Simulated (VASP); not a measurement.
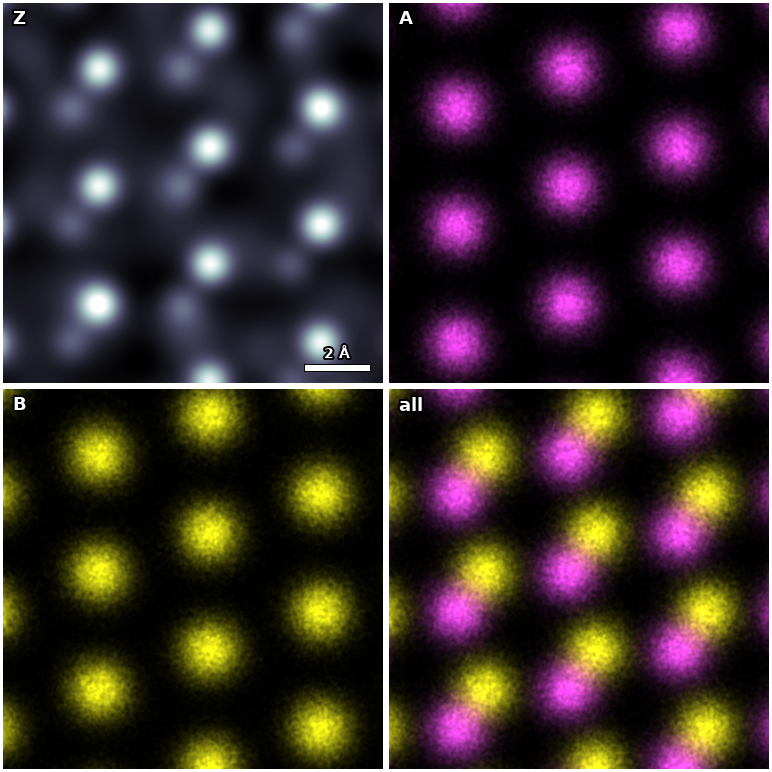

CuI (F-43m, No. 216) along [110]. Panel Z: Simulated incoherent Z contrast: every atom adds Z^1.8 spread by a probe of 1.07 Å full width; channelling and multiple scattering are left out. The speckle of an amorphous layer was added. The other panels are simulated element maps (the number of atoms of one element along the beam, blurred by 1.4 Å, with counting noise; each on its own scale, no channelling); the last overlays them. Model: an entry of the Crystallography Open Database, as set up for an electronic-structure calculation.

```
I Cu
1.0
     6.06300    0.00000    0.00000
     0.00000    6.06300    0.00000
     0.00000    0.00000    6.06300
I Cu
4 4
Direct
  0.00000 0.00000 0.00000
  0.00000 0.50000 0.50000
  0.50000 0.00000 0.50000
  0.50000 0.50000 0.00000
  0.25000 0.25000 0.25000
  0.25000 0.75000 0.75000
  0.75000 0.25000 0.75000
  0.75000 0.75000 0.25000
```

Q: Which element does each lettered map show?

A: Cu, B: I. The projected cell (3.71 × 3.71 Å, 109°) holds 2 columns: 1 of I and 1 of Cu. No column is shared by two of the mapped elements.
